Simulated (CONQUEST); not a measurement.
## Energy of Ge along an even scaling of the cell

System: Ge (P6₃/mmc, 8 atoms in the cell).
Method: Kohn-Sham DFT of a periodic cell, PBEsol, PseudoDojo NC PBEsol, no spin polarisation (CONQUEST 1.3).

The 7 runs differ only in the geometry, by an even scaling of the cell at fixed fractional positions. The structure derives from a Materials Project entry.

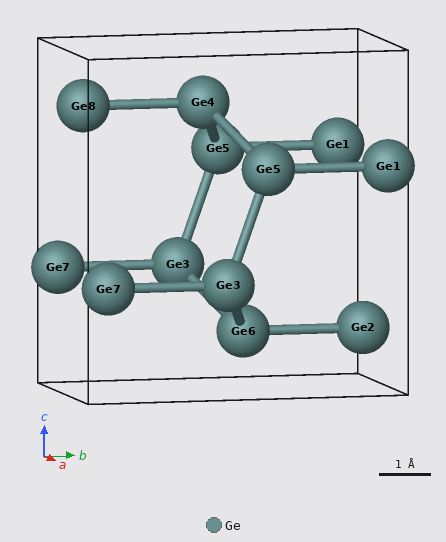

Figure 1. The structure of run 4 (ball-and-stick view of the cell of the calculation, seen slightly off an axis; atoms are numbered from 1 in the order of the input). An atom can appear more than once, as a periodic image.

**Input of run 4**
```
IO.Title Ge
IO.Coordinates coords.dat
IO.FractionalAtomicCoords T
IO.Iprint 2
IO.Iprint_init 1
General.NumberOfSpecies 1
General.PseudopotentialType hamann
AtomMove.TypeOfRun static
AtomMove.FullStress T
Grid.PointsAlongX 40
Grid.PointsAlongY 64
Grid.PointsAlongZ 72
DM.SolutionMethod diagon
Diag.MPMesh T
Diag.GammaCentred T
Diag.MPMeshX 7
Diag.MPMeshY 4
Diag.MPMeshZ 4
Diag.kT 0.00183747
minE.SCTolerance 1e-6
SC.MaxIters 100
IO.AtomChargeOutput T
%block ChemicalSpeciesLabel
1 72.610 Ge
%endblock
```

Command:
```bash
OMP_NUM_THREADS=1 Conquest
```

Lattice vectors (Å) and fractional positions of run 4:
```
   3.997586    0.000000    0.000000
   0.000000    6.599378    0.000000
   0.000000    0.000000    6.924022
Ge  0.000000  0.937099  0.666667
Ge  0.500000  0.937099  0.166667
Ge  0.000000  0.437099  0.333333
Ge  0.500000  0.437099  0.833333
Ge  0.000000  0.562901  0.666667
Ge  0.500000  0.562901  0.166667
Ge  0.000000  0.062901  0.333333
Ge  0.500000  0.062901  0.833333
```

Run 6 has the same physical settings and fractional positions; its lattice vectors (Å) are:
```
   4.050192    0.000000    0.000000
   0.000000    6.686222    0.000000
   0.000000    0.000000    7.015138
```

**Results, with one run withheld**

| run | volume per atom (Å³) | free energy per atom, from the lowest run given (meV) | pressure (GPa) | gap on the mesh (eV) |
| --- | --- | --- | --- | --- |
| 1 | 21.463 | 23.71 | 5.47 | 0.00 |
| 2 | 21.920 | 10.81 | 3.59 | 0.00 |
| 3 | 22.377 | 3.23 | 1.83 | 0.00 |
| 4 | 22.833 | 0.00 | 0.50 | 0.12 |
| 5 | 23.290 | 0.61 | −0.91 | 0.15 |
| 6 | 23.747 | ? | ? | ? |
| 7 | 24.203 | 12.91 | −3.35 | 0.05 |

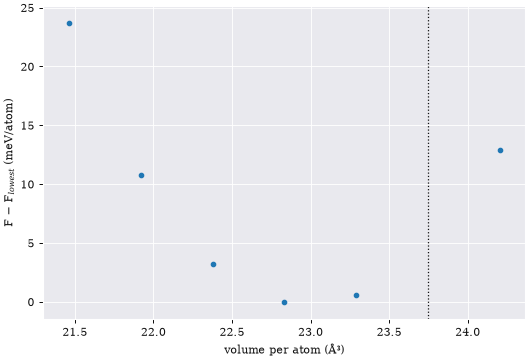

Figure 2. Free energy per atom of the runs given; the dotted line marks run 6.

What should run 6 give?

A cubic polynomial in V^(−2/3) (the Birch–Murnaghan form), fitted to the 6 runs given, misses them by at most 0.11 meV per atom. With x = V^(−2/3) − 0.12491 Å⁻², it reads F = 0.69702 + 1671.3 x + 7.3155e+05 x² + 5.174e+05 x³ (meV per atom). At run 6 it gives 5.16 meV per atom, and the run itself gives 4.94. The slope of the fit gives a pressure −dF/dV of −2.16 GPa there, and the run prints −2.09 GPa. The two needn't agree exactly: the fit is approximate, and the printed stress is taken on a finite basis. The fit has its minimum at 22.967 Å³ per atom, where V d²F/dV² gives 69.3 GPa. Cell shape and fractional positions are held, so this is the stiffness under even scaling; the relaxed bulk modulus wasn't computed. The gap on the mesh lies between 0.00 eV (run 1) and 0.15 eV (run 5); run 6 has 0.10 eV. These are gaps of this functional on this mesh, which can miss the band edges; they aren't the measured gap.

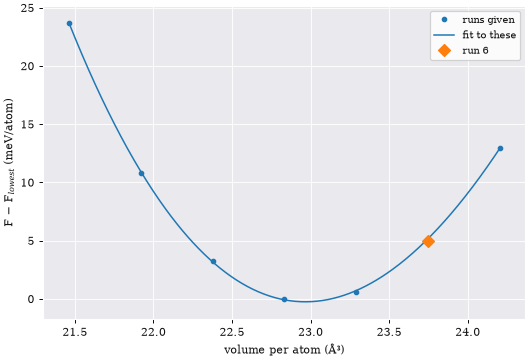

Figure 3. The fit and the withheld run.

**Some lines of the output (run 6)**
```
[...]
      Using Fermi-Dirac smearing
          Free Energy (E-TS)               :      -713.521268057449788 Ha
          DFT Total Energy                 :      -713.496914487294134 Ha
          Free Energy (E-TS)               :      -713.504649744364542 Ha
          DFT Total Energy                 :      -713.500717346969964 Ha
          Free Energy (E-TS)               :      -713.501436388943944 Ha
          DFT Total Energy                 :      -713.501299810057731 Ha
          Free Energy (E-TS)               :      -713.501418453178871 Ha
          DFT Total Energy                 :      -713.501305033143012 Ha
          Free Energy (E-TS)               :      -713.501417579368649 Ha
          DFT Total Energy                 :      -713.501305027256308 Ha
      | Free Energy as E-TS      =      -713.501417579368649 Ha
      |* DFT total energy        =      -713.501305027256308 Ha
    force: Average pressure:     -2.08998358 GPa
```

Notes: With a small basis of atomic orbitals these values can differ much from converged plane-wave results.
